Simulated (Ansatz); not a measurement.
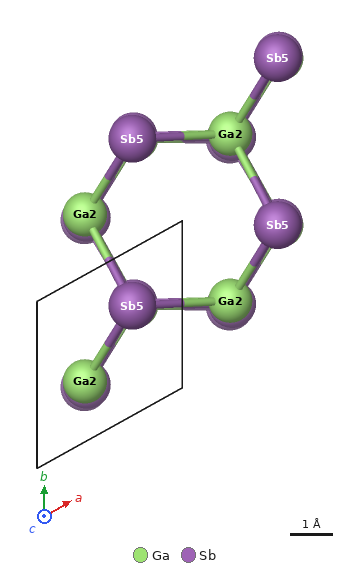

Starting structure of crystalline GaSb2 (built on the 2H molybdenite_194 type) (coarse preliminary run). Style: ball-and-stick. Shown: the cell of the calculation, reduced to other axes, repeated 2 × 2 × 1 with one cell outlined, along the c axis. Lengths and directions refer to the drawn axes.

Theory: DFT PBE, scalar-relativistic, plane waves, PAW in Ansatz 0.2.0.

Input
```yaml
crystal:
  lattice:
    - [4.0615260723, 0.0398733968, -0.058579899]
    - [-1.9962316616, 3.5134330535, 0.0343299832]
    - [-0.1616866971, 0.0160630675, 11.2593973745]
  atoms:
    - { symbol: Ga, position: [0.354052038, 0.6812608728, 0.2503800597] }
    - { symbol: Ga, position: [0.6374335498, 0.3297129942, 0.7450697625] }
    - { symbol: Sb, position: [0.3315572009, 0.6641424734, 0.58985543] }
    - { symbol: Sb, position: [0.6710122556, 0.326271355, 0.0989676217] }
    - { symbol: Sb, position: [0.3424548104, 0.6558728027, 0.9093696481] }
    - { symbol: Sb, position: [0.6634901453, 0.3427395019, 0.4063574781] }
basis:
  ecutwfc: 420
kpoints:
  mp_grid: { grid: [6, 6, 2] }
hamiltonian:
  xc: pbe
scf:
  occupations: { method: gaussian, width: 0.1 }
output:
  forces: true
  stress: true
  eigenvalues: true
relax:
  adjacent_minimum: "off"
  f_tol: 0.015
  max_steps: 120
  cell: { stress_tol: 0.15 }
```

Launched with:
```bash
ansatz run input.yaml --threads 1 --pin off --max-ram 2560MiB --backend cpu --events-out ev --progress --plain --runs-dir out
```

Where does the relaxation end?

Answer. Over 4 accepted moves (5 points after the start) the energy falls by 0.134 eV per cell of the calculation. Largest force component: 0.42 eV/Å at the start, 0.0071 eV/Å at the end. The pressure goes from 0.33 to 0.01 GPa. The SCF was repeated once at an unchanged geometry on a basis and grid sized afresh for the cell, which shifted the energy by 0.5 meV per cell of the calculation at most. Ga2 moves most relative to the cell: 0.13 Å roughly along [0 −3 1]. Largest moves by element: Ga 0.13 Å, Sb 0.11 Å. The drawn cell changes as follows: a 4.041 → 4.159 Å (+2.9 %), b 4.062 → 4.158 Å (+2.4 %), c 11.261 → 10.997 Å (−2.3 %), α 88.4° → 90.0°, β 89.0° → 90.0°, γ 61.0° → 60.0°; the volume changes by +2.0 %. Among the contacts that change: Ga2–Sb3 2.802 → 2.976 Å, Ga1–Sb6 2.828 → 2.975 Å, Ga1–Sb4 2.842 → 2.976 Å, Sb4–Sb5 3.238 → 3.113 Å. Among the angles between lasting bonds that change: Ga2–Sb5–Sb4 83.4° → 75.8°, Sb3–Ga2–Sb5 78.4° → 72.4°, Sb5–Sb4–Sb5 79.4° → 83.8°. The space group (tolerance 0.01 Å) goes from P1 (No. 1) to P6_3/mmc (No. 194).

Final geometry:

```
CELL_PARAMETERS angstrom
4.15845 -0.00035 0.00142
-2.07954 3.60180 -0.00084
-0.00302 0.00030 10.99656
ATOMIC_POSITIONS crystal
Ga 0.33341 0.66669 0.25006
Ga 0.66660 0.33330 0.74995
Sb 0.33309 0.66667 0.59014
Sb 0.66686 0.33327 0.09009
Sb 0.33358 0.66667 0.90990
Sb 0.66646 0.33340 0.40986
```

The end point in the same view:

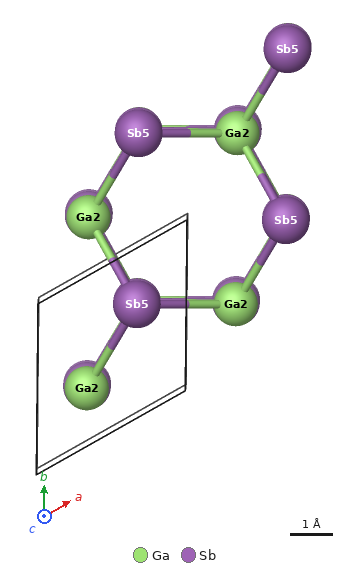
